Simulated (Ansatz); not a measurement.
# Two runs on Al₂Cu

System: Al₂Cu (P4/mmm, 3 atoms in the cell).
Method of the first run: DFT PBE, scalar-relativistic, plane waves, PAW, no spin polarisation (Ansatz 0.2.0).

The structure derives from a Materials Project entry. Text and figures count atoms from 1; the logs count them from 0 in places.

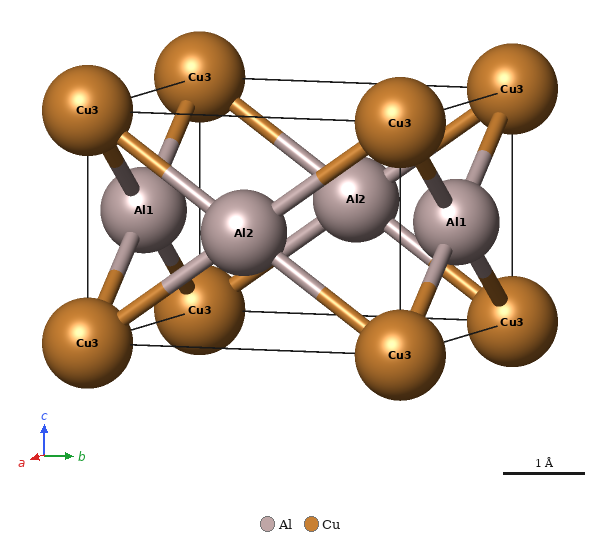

Fig. 1: The structure as given in the input (ball-and-stick view of the cell of the calculation, seen slightly off an axis; atoms are numbered from 1 in the order of the input). An atom can appear more than once, as a periodic image.

The input, the first run:
```yaml
crystal:
  lattice:
    - [4.105182, 0.0, 0.0]
    - [0.0, 4.105182, 0.0]
    - [0.0, 0.0, 2.891313]
  atoms:
    - { symbol: Al, position: [0.5, 0.0, 0.5] }
    - { symbol: Al, position: [0.0, 0.5, 0.5] }
    - { symbol: Cu, position: [0.0, 0.0, 0.0] }
basis:
  ecutwfc: 420
kpoints:
  mp_grid: { grid: [10, 10, 14] }
hamiltonian:
  xc: pbe
scf:
  occupations: { method: gaussian, width: 0.1 }
output:
  forces: true
  stress: true
  eigenvalues: true
```

Launched with:
```bash
ansatz run input.yaml --threads 1 --pin off --max-ram 2560MiB --backend cpu --events-out ev --progress --plain --runs-dir out
```

Hardware: 1 thread of Intel Xeon @ 2.70GHz, 189 GiB of memory available, shared host.

Output, shortened to warnings, some set-up lines, iterations and results (the first run):
```
Basis set: ecut = 420 eV, 945 PW (Γ), exchange–correlation on 60×60×40 points (8 copies of the dense FFT grid, shifted against one another)
Symmetry: 16 space group operations
k-points: 168 of 1400
Initial density: superposition of atomic densities (neutral atoms: chi_scale 0, normalization atom), corrected by the library's trained network
[...]
SCF iter   1: F=—  HF=-7700.272614 eV  |F-HF|=—  |Δ(HF+E_count)|=         —  Δρ=5.19e-3  dr2=1.19e-2  ethr=1.77e-3  ⟨swp⟩=5.2  Hψ=14427  notcnv=0
SCF iter   2: F=—  HF=-7700.271178 eV  |F-HF|=—  |Δ(HF+E_count)|=   1.44e-3  Δρ=1.20e-3  dr2=1.52e-3  ethr=4.75e-5  ⟨swp⟩=2.0  Hψ=5162  notcnv=0
SCF iter   3: F=—  HF=-7700.270862 eV  |F-HF|=—  |Δ(HF+E_count)|=   3.16e-4  Δρ=1.03e-3  dr2=8.88e-4  ethr=6.09e-6  ⟨swp⟩=2.0  Hψ=4048  notcnv=0
SCF iter   4: F=—  HF=-7700.270719 eV  |F-HF|=—  |Δ(HF+E_count)|=   1.43e-4  Δρ=2.85e-4  dr2=5.87e-5  ethr=3.55e-6  ⟨swp⟩=2.2  Hψ=3629  notcnv=0
SCF iter   5: F=—  HF=-7700.270816 eV  |F-HF|=—  |Δ(HF+E_count)|=   9.71e-5  Δρ=8.34e-5  dr2=2.86e-6  ethr=2.35e-7  ⟨swp⟩=2.3  Hψ=4002  notcnv=0
SCF iter   6: F=—  HF=-7700.270819 eV  |F-HF|=—  |Δ(HF+E_count)|=   2.86e-6  Δρ=2.81e-5  dr2=6.81e-7  ethr=1.14e-8  ⟨swp⟩=2.0  Hψ=3936  notcnv=0
SCF iter   7: F=-7700.270819 eV  HF=-7700.270819 eV  |F-HF|=1.49e-8  |Δ(HF+E_count)|=   1.25e-7  Δρ=6.48e-6  dr2=3.05e-8  ethr=4.00e-10  ⟨swp⟩=3.9  Hψ=11654  notcnv=0
SCF 1 converged in 7 iterations: F = -7700.270819 eV  dr2 = 3.05e-8
SCF converged after 7 iterations
Free energy (F): -7700.270819 eV
Harris-Foulkes:  -7700.270819 eV  (|F-HF|=1.49e-8)
Internal energy: -7700.266239 eV  (E = F + TS)
E sigma→0 (E₀):  -7700.268529 eV
Entropy (-TS):   -0.004580 eV (-1.527 meV/atom)
Fermi energy:    9.304940 eV
--- Per-component energies (eV) ---
  E_band       = -497.612545
  E_kinetic    = 345.080243
  E_local      = -6177.822840  (includes V_loc(G=0)·N_el)
  E_nonlocal   = 404.711183
  E_hartree    = 2777.640353
  E_xc         = -169.432446
  E_vxc        = -174.087685  (∫ρ·V_xc dr)
  E_paw        = -2592.962775  (= ΣΔE_a)
  E_vpaw       = -450.772151  (= ΣTr[D̂ρ^β])
  E_aug_tail   = 0.000258  (compensation charges beyond the density's cutoff)
  E_ewald      = -2287.480215
  E_smearing   = -0.004580  (= −TS)
  E_closure    = 0.000000  (closes the sum)
  Σ components = -7700.270819   (vs F -7700.270819, Δ=0.00e0)
--- Forces (eV/Å), atoms counted from 1 ---
  atom   1  Al     0.00000000    -0.00000000     0.00000000
  atom   2  Al     0.00000000    -0.00000000     0.00000000
  atom   3  Cu     0.00000000     0.00000000     0.00000000
  max |Σ_I F_I| component: 1.87e-30 eV/Å
--- Stress (GPa, compression-positive) ---
        0.685664       0.000000       0.000000
        0.000000       0.685664       0.000000
        0.000000       0.000000       0.166323
  P = ⅓ Tr σ = 0.5126 GPa (5.126 kbar)
```

For the second run the input was changed thus:
```diff
-  xc: pbe
+  xc: lda
+  write_density: true
+  write_potential: true
+  elf: true
+  volumetric_format: npy
```

Predict how the results change.

The total energies belong to different methods, so their difference says nothing on which is more stable or more accurate. The pressure goes from 0.51 to −5.12 GPa. The functional changes from PBE to LDA. Along LDA, PBEsol, PBE and RPBE the binding weakens and the preferred volume grows, so the same cell is under more pressure with the later ones. The number of SCF iterations is the same.

Output, shortened to warnings, some set-up lines, iterations and results (the second run):
```
Basis set: ecut = 420 eV, 945 PW (Γ)
Symmetry: 16 space group operations
k-points: 168 of 1400
Initial density: superposition of atomic densities (neutral atoms: chi_scale 0, normalization atom), corrected by the library's trained network
[...]
SCF iter   1: F=—  HF=-7581.593148 eV  |F-HF|=—  |Δ(HF+E_count)|=         —  Δρ=1.21e-2  dr2=3.32e-2  ethr=1.77e-3  ⟨swp⟩=5.2  Hψ=14565  notcnv=0
SCF iter   2: F=—  HF=-7581.586076 eV  |F-HF|=—  |Δ(HF+E_count)|=   7.07e-3  Δρ=2.18e-3  dr2=2.58e-3  ethr=1.33e-4  ⟨swp⟩=2.0  Hψ=5938  notcnv=0  defer=29
SCF iter   3: F=—  HF=-7581.585506 eV  |F-HF|=—  |Δ(HF+E_count)|=   5.70e-4  Δρ=1.75e-3  dr2=1.09e-3  ethr=1.03e-5  ⟨swp⟩=2.2  Hψ=3672  notcnv=0  defer=29
SCF iter   4: F=—  HF=-7581.585210 eV  |F-HF|=—  |Δ(HF+E_count)|=   2.96e-4  Δρ=3.41e-4  dr2=7.39e-5  ethr=4.37e-6  ⟨swp⟩=1.1  Hψ=2818  notcnv=0  defer=29
SCF iter   5: F=—  HF=-7581.585186 eV  |F-HF|=—  |Δ(HF+E_count)|=   2.42e-5  Δρ=4.19e-5  dr2=1.79e-6  ethr=2.96e-7  ⟨swp⟩=2.1  Hψ=3818  notcnv=0  defer=29
SCF iter   6: F=—  HF=-7581.585186 eV  |F-HF|=—  |Δ(HF+E_count)|=   1.58e-7  Δρ=2.45e-5  dr2=4.45e-7  ethr=7.14e-9  ⟨swp⟩=2.2  Hψ=4118  notcnv=0  defer=29
SCF iter   7: F=-7581.585186 eV  HF=-7581.585186 eV  |F-HF|=2.13e-9  |Δ(HF+E_count)|=   4.80e-8  Δρ=5.13e-6  dr2=1.60e-8  ethr=4.00e-10  ⟨swp⟩=7.1  Hψ=17346  notcnv=0
SCF 1 converged in 7 iterations: F = -7581.585186 eV  dr2 = 1.60e-8
SCF converged after 7 iterations
Free energy (F): -7581.585186 eV
Harris-Foulkes:  -7581.585186 eV  (|F-HF|=2.13e-9)
Internal energy: -7581.580717 eV  (E = F + TS)
E sigma→0 (E₀):  -7581.582951 eV
Entropy (-TS):   -0.004469 eV (-1.490 meV/atom)
Fermi energy:    9.055848 eV
--- Per-component energies (eV) ---
  E_band       = -500.607037
  E_kinetic    = 345.907285
  E_local      = -6185.272319  (includes V_loc(G=0)·N_el)
  E_nonlocal   = 410.972408
  E_hartree    = 2777.675047
  E_xc         = -168.191244
  E_vxc        = -174.761570  (∫ρ·V_xc dr)
  E_paw        = -2475.752967  (= ΣΔE_a)
  E_vpaw       = -452.797292  (= ΣTr[D̂ρ^β])
  E_aug_tail   = 0.000195  (compensation charges beyond the density's cutoff)
  E_ewald      = -2287.480215
  E_core_change = 0.561093  (= ΣΔE_core)
  E_smearing   = -0.004469  (= −TS)
  E_closure    = 0.000000  (closes the sum)
  Σ components = -7581.585186   (vs F -7581.585186, Δ=0.00e0)
--- Forces (eV/Å), atoms counted from 1 ---
  atom   1  Al     0.00000000     0.00000000     0.00000000
  atom   2  Al    -0.00000000     0.00000000     0.00000000
  atom   3  Cu     0.00000000     0.00000000     0.00000000
  max |Σ_I F_I| component: 3.06e-30 eV/Å
--- Stress (GPa, compression-positive) ---
       -4.808306       0.000000       0.000000
        0.000000      -4.808306       0.000000
        0.000000       0.000000      -5.742984
  P = ⅓ Tr σ = -5.1199 GPa (-51.199 kbar)
```

The two runs side by side:

| quantity | the first run | the second run |
| --- | --- | --- |
| outcome | converged | converged |
| free energy per atom (eV) | −2566.7569 | −2527.1951 |
| energy per atom, smearing taken to zero (eV) | −2566.7562 | −2527.1943 |
| gap on the mesh (eV) | 0.00 | 0.00 |
| pressure (GPa) | 0.51 | −5.12 |
| largest force (eV/Å) | 0.000 | 0.000 |
| SCF iterations | 7 | 7 |
| irreducible k-points | 168 | 168 |
| plane waves at Γ | 945 | 945 |
| wall time (shared host) | 7 s | 8.4 s |

For the second run: The cell is under a tension of 5.1 GPa at this level, so it is not at its equilibrium volume.
